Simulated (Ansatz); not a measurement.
## CuO$_{2}$: one change and its effect

System: CuO$_{2}$ (Fm-3m, 6 atoms in the cell).
Method of run A: DFT PBEsol+U, scalar-relativistic, plane waves, PAW, Ueff = 1 eV on Cu d, spin-polarised (Ansatz 0.2.0).

The structure was built on a prototype by a generator; it need not be a known phase. Text and figures count atoms from 1; the logs count them from 0 in places.

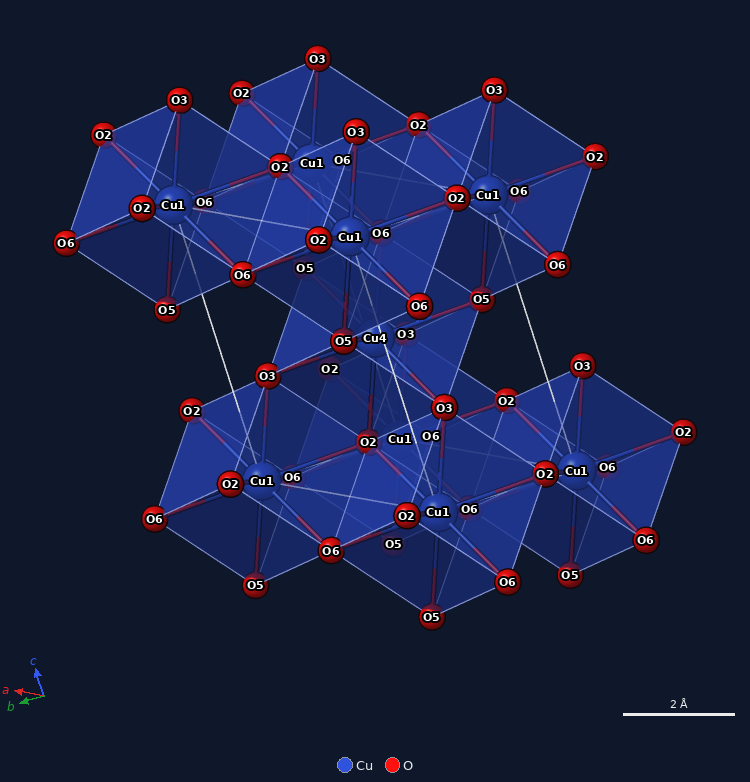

The input geometry (polyhedral view of the reduced cell, seen at an oblique angle; polyhedra are completed across the faces of the cell; atoms are numbered from 1 in the order of the input). An atom can appear more than once, as a periodic image.

Input, run A:
```yaml
crystal:
  lattice:
    - [0.0, 2.3844798727, 2.3844798727]
    - [2.3844798727, 0.0, 2.3844798727]
    - [4.7689597454, 4.7689597454, 0.0]
  atoms:
    - { symbol: Cu, position: [0.0, 1.0, 1.0], spin: 1.0 }
    - { symbol: O, position: [0.25, 0.25, 0.125] }
    - { symbol: O, position: [0.75, 0.75, 0.375] }
    - { symbol: Cu, position: [0.0, 1.0, 0.5], spin: -1.0 }
    - { symbol: O, position: [0.25, 0.25, 0.625] }
    - { symbol: O, position: [0.75, 0.75, 0.875] }
basis:
  ecutwfc: 420
kpoints:
  mp_grid: { grid: [16, 16, 8] }
hamiltonian:
  xc: pbesol
  hubbard: { sites: [{ species: Cu, l: d, u_eff: 1.0 }] }
scf:
  occupations: { method: gaussian, width: 0.05 }
output:
  forces: true
  stress: true
  eigenvalues: true
  populations: true
magnetization:
  spin_polarized: true
```

Command:
```bash
ansatz run input.yaml --threads 1 --pin off --max-ram 2560MiB --backend cpu --events-out ev --progress --plain --runs-dir out
```

Hardware: 1 thread of Intel Xeon (Sapphire Rapids), 32 GiB of memory available, shared host.

Output, shortened to warnings, some set-up lines, iterations and results (run A):
```
Basis set: ecut = 420 eV, 1075 PW (Γ), exchange–correlation on 48×48×96 points (8 copies of the dense FFT grid, shifted against one another)
Symmetry: 12 space group operations
k-points: 213 of 2048
Initial density: superposition of atomic densities (chi_scale 0.1, normalization cell, long waves kept (reshape's long-wave potential 0.00 eV rms))
[...]
SCF iter   1: F=—  HF=-15408.732712 eV  |F-HF|=—  |Δ(HF+E_count)|=         —  Δρ=9.22e-2 (↑9.22e-2 ↓9.22e-2)  dr2=5.88e0  dr2_m=2.53e0  M=0.000 μB ∫|m|=0.831 μB  β_m=0.30  …
SCF iter   2: F=—  HF=-15408.737984 eV  |F-HF|=—  |Δ(HF+E_count)|=   5.27e-3  Δρ=6.81e-2 (↑6.81e-2 ↓6.81e-2)  dr2=5.56e0  dr2_m=1.05e-1  M=0.000 μB ∫|m|=1.894 μB  β_m=0.30  …
SCF iter   3: F=—  HF=-15408.521582 eV  |F-HF|=—  |Δ(HF+E_count)|=   2.16e-1  Δρ=2.90e-2 (↑2.90e-2 ↓2.90e-2)  dr2=1.37e-1  dr2_m=2.92e-1  M=0.000 μB ∫|m|=1.655 μB  β_m=0.30  …
SCF iter   4: F=—  HF=-15409.006898 eV  |F-HF|=—  |Δ(HF+E_count)|=   4.85e-1  Δρ=3.29e-2 (↑3.29e-2 ↓3.29e-2)  dr2=1.52e0  dr2_m=7.45e-2  M=0.000 μB ∫|m|=2.040 μB  β_m=1.00  …
SCF iter   5: F=—  HF=-15408.963262 eV  |F-HF|=—  |Δ(HF+E_count)|=   4.36e-2  Δρ=1.17e-2 (↑1.17e-2 ↓1.17e-2)  dr2=5.00e-2  dr2_m=5.50e-2  M=0.000 μB ∫|m|=2.207 μB  β_m=0.30  …
[... 18 lines ...]
SCF iter   1: F=—  HF=-15409.053456 eV  |F-HF|=—  |Δ(HF+E_count)|=         —  Δρ=1.16e-6 (↑1.16e-6 ↓1.16e-6)  dr2=1.63e-9  dr2_m=1.44e-10  M=0.000 μB ∫|m|=2.833 μB  …
SCF iter   2: F=—  HF=-15409.053456 eV  |F-HF|=—  |Δ(HF+E_count)|=   1.41e-8  Δρ=1.16e-5 (↑1.16e-5 ↓1.16e-5)  dr2=1.77e-7  dr2_m=1.26e-8  M=0.000 μB ∫|m|=2.833 μB  β_m=0.30  …
SCF iter   3: F=—  HF=-15409.053456 eV  |F-HF|=—  |Δ(HF+E_count)|=   2.41e-9  Δρ=1.19e-5 (↑1.19e-5 ↓1.19e-5)  dr2=1.75e-7  dr2_m=1.09e-8  M=0.000 μB ∫|m|=2.833 μB  β_m=0.22  …
SCF iter   4: F=-15409.053456 eV  HF=-15409.053456 eV  |F-HF|=6.24e-10  |Δ(HF+E_count)|=   1.64e-8  Δρ=7.44e-7 (↑7.44e-7 ↓7.44e-7)  dr2=7.03e-10  dr2_m=1.47e-10  M=-0.000 μB …
SCF 2 converged in 4 iterations: F = -15409.053456 eV  dr2 = 7.03e-10
SCF converged after 22 iterations
Magnetization: 0.0000 μB (31.0000 up, 31.0000 down)
Absolute magnetization: 2.8312 μB (∫|ρ↑−ρ↓|, with the PAW one-centre terms)
Spin contamination: 1.2688 ħ² per cell (⟨S²⟩ above its minimum at these occupations)
Per-site moments (μB) at R_I (Å): [(0.50256016355166, 0.8518208096354895), (0.41331137347442926, 0.8518208096354898), (-0.4133113734744292, 0.8518208096354898), (-0.5025601635516601, 0.8518208096354898), (-0.4133113734744292, 0.8518208096354898), (0.41331137347442903, 0.8518208096354895)]
Free energy (F): -15409.053456 eV
Harris-Foulkes:  -15409.053456 eV  (|F-HF|=1.48e-9)
Internal energy: -15409.039638 eV  (E = F + TS)
E sigma→0 (E₀):  -15409.046547 eV
Entropy (-TS):   -0.013818 eV (-2.303 meV/atom)
Fermi energy:    10.320581 eV
--- Per-component energies (eV) ---
  E_band       = -928.923983
  E_kinetic    = 1276.858921
  E_local      = -10461.655269  (includes V_loc(G=0)·N_el)
  E_nonlocal   = 964.300902
  E_hartree    = 4450.734893
  E_xc         = -464.202827
  E_vxc        = -597.847973  (∫ρ·V_xc dr)
  E_hubbard    = 0.681035  (on-site DFT+U / exact-exchange correction)
  E_vhub       = -7.813559  (the Hubbard potential's part of the band-sum identity)
  E_paw        = -3840.897361  (= ΣΔE_a)
  E_vpaw       = -1004.243134  (= ΣTr[D̂ρ^β])
  E_aug_tail   = 0.009750  (compensation charges beyond the density's cutoff)
  E_ewald      = -7335.423239
  E_core_change = 0.553556  (= ΣΔE_core)
  E_smearing   = -0.013818  (= −TS)
  E_closure    = 0.000000  (closes the sum)
  Σ components = -15409.053456   (vs F -15409.053456, Δ=0.00e0)
--- Forces (eV/Å), atoms counted from 1 ---
  atom   1  Cu     0.00000000     0.00000000    -0.00000000
  atom   2  O      0.05426165     0.05426165    -0.05426165
  atom   3  O     -0.05426165    -0.05426165     0.05426165
  atom   4  Cu     0.00000000    -0.00000000     0.00000000
  atom   5  O      0.05426165     0.05426165    -0.05426165
  atom   6  O     -0.05426165    -0.05426165     0.05426165
  max |Σ_I F_I| component: 2.78e-17 eV/Å
--- Stress (GPa, compression-positive) ---
        0.471740      -1.267876       1.267876
       -1.267876       0.471740       1.267876
        1.267876       1.267876       0.471740
  P = ⅓ Tr σ = 0.4717 GPa (4.717 kbar)
Occupation matrices written to [file]
--- Löwdin populations: 6 sites ---
  site symbol       q [e]    m [muB]
     0     Cu     17.6867     0.4276
     1      O      6.5856     0.4751
     2      O      6.5856    -0.4751
     3     Cu     17.6867    -0.4276
     4      O      6.5856    -0.4751
     5      O      6.5856     0.4751
  spilling = 0.004582 (of n_electrons = 62.000000)
```

The input of run B differs as follows (lines with − go, lines with + come):
```diff
-  hubbard: { sites: [{ species: Cu, l: d, u_eff: 1.0 }] }
+  hubbard: { sites: [{ species: Cu, l: d, u_eff: 7.0 }] }
```

What does this change do to the results?

The total energies belong to different models, so their difference says nothing on which is more stable or more accurate. The pressure goes from 0.47 to 6.96 GPa. The largest force goes from 0.094 to 0.395 eV/Å.

Output, shortened to warnings, some set-up lines, iterations and results (run B):
```
Basis set: ecut = 420 eV, 1075 PW (Γ), exchange–correlation on 48×48×96 points (8 copies of the dense FFT grid, shifted against one another)
Symmetry: 12 space group operations
k-points: 213 of 2048
Initial density: superposition of atomic densities (chi_scale 0.1, normalization cell, long waves kept (reshape's long-wave potential 0.00 eV rms))
[...]
SCF iter   1: F=—  HF=-15406.895723 eV  |F-HF|=—  |Δ(HF+E_count)|=         —  Δρ=1.21e-1 (↑1.21e-1 ↓1.21e-1)  dr2=1.31e1  dr2_m=3.62e0  M=0.000 μB ∫|m|=0.447 μB  β_m=0.30  …
SCF iter   2: F=—  HF=-15404.681026 eV  |F-HF|=—  |Δ(HF+E_count)|=    2.21e0  Δρ=4.31e-2 (↑4.31e-2 ↓4.31e-2)  dr2=3.55e-1  dr2_m=7.01e-1  M=0.000 μB ∫|m|=1.216 μB  β_m=0.30  …
SCF iter   3: F=—  HF=-15404.746879 eV  |F-HF|=—  |Δ(HF+E_count)|=   6.59e-2  Δρ=3.16e-2 (↑3.16e-2 ↓3.16e-2)  dr2=2.22e-1  dr2_m=4.15e-1  M=0.000 μB ∫|m|=1.394 μB  β_m=0.30  …
SCF iter   4: F=—  HF=-15405.081052 eV  |F-HF|=—  |Δ(HF+E_count)|=   3.34e-1  Δρ=3.15e-2 (↑3.15e-2 ↓3.15e-2)  dr2=1.01e0  dr2_m=1.31e-1  M=0.000 μB ∫|m|=1.852 μB  β_m=1.00  …
SCF iter   5: F=—  HF=-15405.249698 eV  |F-HF|=—  |Δ(HF+E_count)|=   1.69e-1  Δρ=2.21e-2 (↑2.21e-2 ↓2.21e-2)  dr2=3.71e-1  dr2_m=1.34e-1  M=0.000 μB ∫|m|=2.093 μB  β_m=0.30  …
[... 18 lines ...]
SCF 1 converged in 23 iterations: F = -15405.439123 eV  dr2 = 1.36e-8
SCF iter   1: F=—  HF=-15405.439123 eV  |F-HF|=—  |Δ(HF+E_count)|=         —  Δρ=4.02e-6 (↑4.02e-6 ↓4.02e-6)  dr2=1.36e-8  dr2_m=5.13e-9  M=0.000 μB ∫|m|=3.467 μB  …
SCF iter   2: F=—  HF=-15405.439124 eV  |F-HF|=—  |Δ(HF+E_count)|=   1.11e-7  Δρ=2.47e-5 (↑2.47e-5 ↓2.47e-5)  dr2=8.60e-7  dr2_m=3.21e-8  M=0.000 μB ∫|m|=3.467 μB  β_m=0.30  …
SCF iter   3: F=-15405.439123 eV  HF=-15405.439123 eV  |F-HF|=1.28e-7  |Δ(HF+E_count)|=   8.78e-8  Δρ=9.31e-6 (↑9.31e-6 ↓9.31e-6)  dr2=8.78e-8  dr2_m=5.63e-9  M=0.000 μB …
SCF 2 converged in 3 iterations: F = -15405.439123 eV  dr2 = 8.78e-8
SCF converged after 23 iterations
Magnetization: 0.0000 μB (31.0000 up, 31.0000 down)
Absolute magnetization: 3.4998 μB (∫|ρ↑−ρ↓|, with the PAW one-centre terms)
Spin contamination: 1.6515 ħ² per cell (⟨S²⟩ above its minimum at these occupations)
Per-site moments (μB) at R_I (Å): [(0.38553966940679923, 0.8518208096354895), (0.6173852697460156, 0.8518208096354898), (-0.6173852697460158, 0.8518208096354898), (-0.38553966940679907, 0.8518208096354898), (-0.6173852697460158, 0.8518208096354898), (0.6173852697460157, 0.8518208096354895)]
Free energy (F): -15405.439123 eV
Harris-Foulkes:  -15405.439123 eV  (|F-HF|=1.30e-8)
Internal energy: -15405.429105 eV  (E = F + TS)
E sigma→0 (E₀):  -15405.434114 eV
Entropy (-TS):   -0.010019 eV (-1.670 meV/atom)
Fermi energy:    9.762881 eV
--- Per-component energies (eV) ---
  E_band       = -944.869428
  E_kinetic    = 1279.222740
  E_local      = -10517.076235  (includes V_loc(G=0)·N_el)
  E_nonlocal   = 985.447452
  E_hartree    = 4499.443663
  E_xc         = -462.747976
  E_vxc        = -595.944603  (∫ρ·V_xc dr)
  E_hubbard    = 3.652907  (on-site DFT+U / exact-exchange correction)
  E_vhub       = -58.306155  (the Hubbard potential's part of the band-sum identity)
  E_paw        = -3858.511671  (= ΣΔE_a)
  E_vpaw       = -1037.097721  (= ΣTr[D̂ρ^β])
  E_aug_tail   = 0.009698  (compensation charges beyond the density's cutoff)
  E_ewald      = -7335.423239
  E_core_change = 0.553556  (= ΣΔE_core)
  E_smearing   = -0.010019  (= −TS)
  E_closure    = -0.000000  (closes the sum)
  Σ components = -15405.439123   (vs F -15405.439123, Δ=0.00e0)
--- Forces (eV/Å), atoms counted from 1 ---
  atom   1  Cu     0.00000000    -0.00000000     0.00000000
  atom   2  O     -0.22797683    -0.22797683     0.22797683
  atom   3  O      0.22797683     0.22797683    -0.22797683
  atom   4  Cu     0.00000000    -0.00000000     0.00000000
  atom   5  O     -0.22797683    -0.22797683     0.22797683
  atom   6  O      0.22797683     0.22797683    -0.22797683
  max |Σ_I F_I| component: 8.33e-17 eV/Å
--- Stress (GPa, compression-positive) ---
        6.958111       2.421238      -2.421238
        2.421238       6.958111      -2.421238
       -2.421238      -2.421238       6.958111
  P = ⅓ Tr σ = 6.9581 GPa (69.581 kbar)
Occupation matrices written to [file]
--- Löwdin populations: 6 sites ---
  site symbol       q [e]    m [muB]
     0     Cu     17.8568     0.3260
     1      O      6.5148     0.7005
     2      O      6.5148    -0.7005
     3     Cu     17.8568    -0.3260
     4      O      6.5148    -0.7005
     5      O      6.5148     0.7005
  spilling = 0.003665 (of n_electrons = 62.000000)
```

The two runs side by side:

| quantity | run A | run B |
| --- | --- | --- |
| outcome | converged | converged |
| free energy per atom (eV) | −2568.1756 | −2567.5732 |
| energy per atom, smearing taken to zero (eV) | −2568.1744 | −2567.5724 |
| gap on the mesh (eV) | 0.00 | 0.00 |
| net moment of the cell (μB) | 0.00 | 0.00 |
| absolute moment of the cell (μB) | 2.83 | 3.50 |
| pressure (GPa) | 0.47 | 6.96 |
| largest force (eV/Å) | 0.094 | 0.395 |
| irreducible k-points | 213 | 213 |
| plane waves at Γ | 1075 | 1075 |
| wall time (shared host) | 66 s | 62 s |

For both runs: The electronic state found may not be the lowest one. Warnings: the search outside the symmetry group is no proof of a minimum. For run B: The cell is under a pressure of 7.0 GPa at this level, so it is not at its equilibrium volume.
